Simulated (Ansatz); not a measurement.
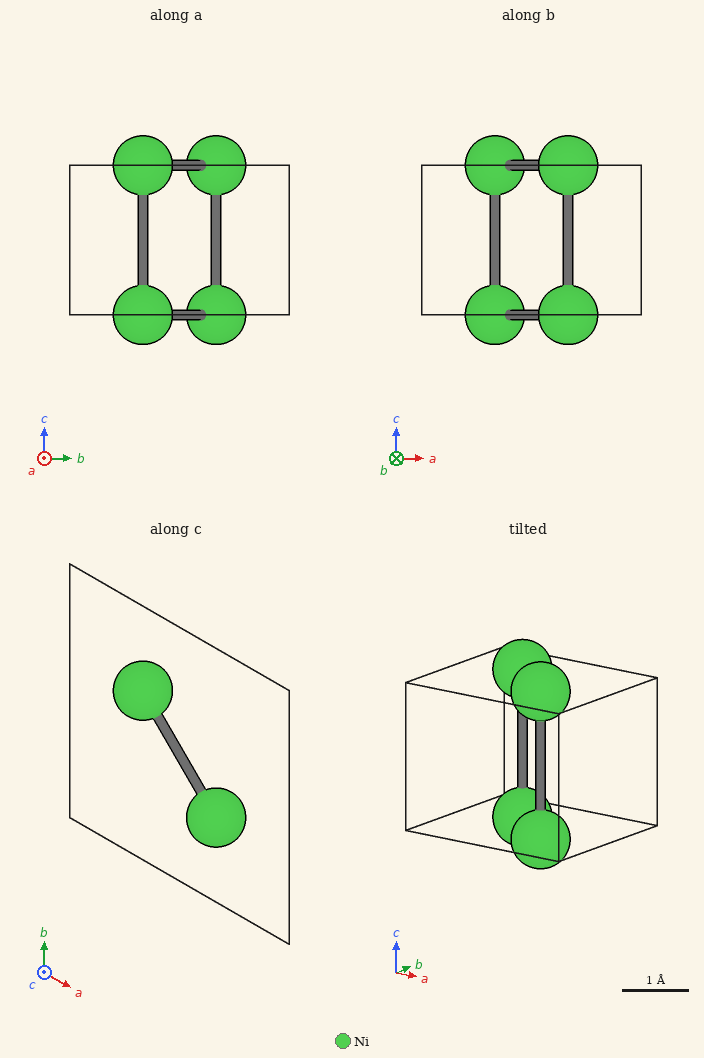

A ball-and-stick rendering, viewed along the a axis, along the b axis, along the c axis and slightly off an axis. The outline marks the conventional unit cell.

Lattice parameters: a = 3.862 Å, b = 3.862 Å, c = 2.277 Å, α = 90.00°, β = 90.00°, γ = 120.00°. Put a along x and b in the xy plane.

**Write down what is shown as a POSCAR file.**

```
Ni
1.0
     3.862    0.000    0.000
    -1.931    3.345    0.000
     0.000    0.000    2.277
Ni
2
Direct
  0.3333 0.6667 0.0000
  0.6667 0.3333 0.0000
```

Its origin is a textbook structure type filled with this element (whether it is the usual form wasn't checked). What is shown is the relaxed result from DFT r2SCAN, scalar-relativistic, plane waves, PAW (Ansatz 0.2.0).
